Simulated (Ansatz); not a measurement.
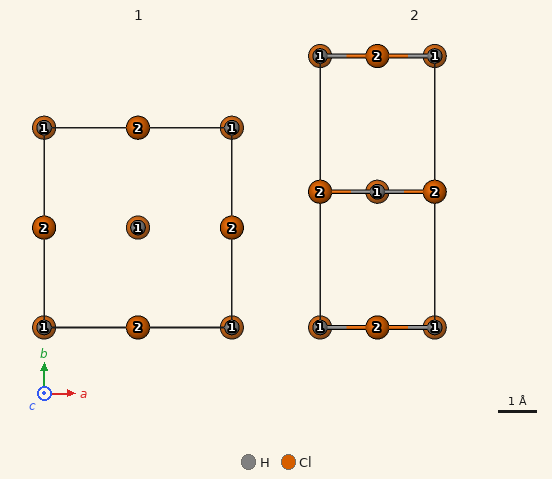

Two geometries of a crystal of HCl (set up in Fmmm) (coarse preliminary run), drawn at one scale. One is the start of a relaxation, the other its converged end. The picture is a ball-and-stick view of the conventional cell (4 times the calculation's cell), seen along the c axis. Lengths and directions refer to the drawn axes.

Level of theory: DFT PBEsol, scalar-relativistic, plane waves, PAW (Ansatz). (plane-wave cutoff 420 eV; k-point mesh 6 × 6 × 6; occupations gaussian; smearing width 0.1 eV; no spin polarisation; cell and atoms relaxed; force threshold 0.05 eV/Å; at most 80 steps)

Question: Which one is relaxed?

Answer: Structure 2 is the relaxed one. The energy falls by 1225 meV per atom in 16 accepted moves (18 points after the start). All forces vanish by symmetry, so only the cell relaxes. Pressure: −10.79 GPa at the start and 0.08 GPa at the end. The SCF was repeated twice at an unchanged geometry on a basis and grid sized afresh for the cell, which shifted the energy by 8.6 meV per atom at most. No atom moves by more than 0.005 Å relative to the cell. The drawn cell changes as follows: a 5.030 → 3.070 Å (−39.0 %), b 5.350 → 7.271 Å (+35.9 %), c 5.710 → 7.333 Å (+28.4 %); the volume changes by +6.5 %. Some distances before and after: H1–Cl2 2.515 → 1.535 Å. New bonds form, among them: H1–Cl2 (2.52 → 1.53 Å). The space group stays Fmmm (No. 69).
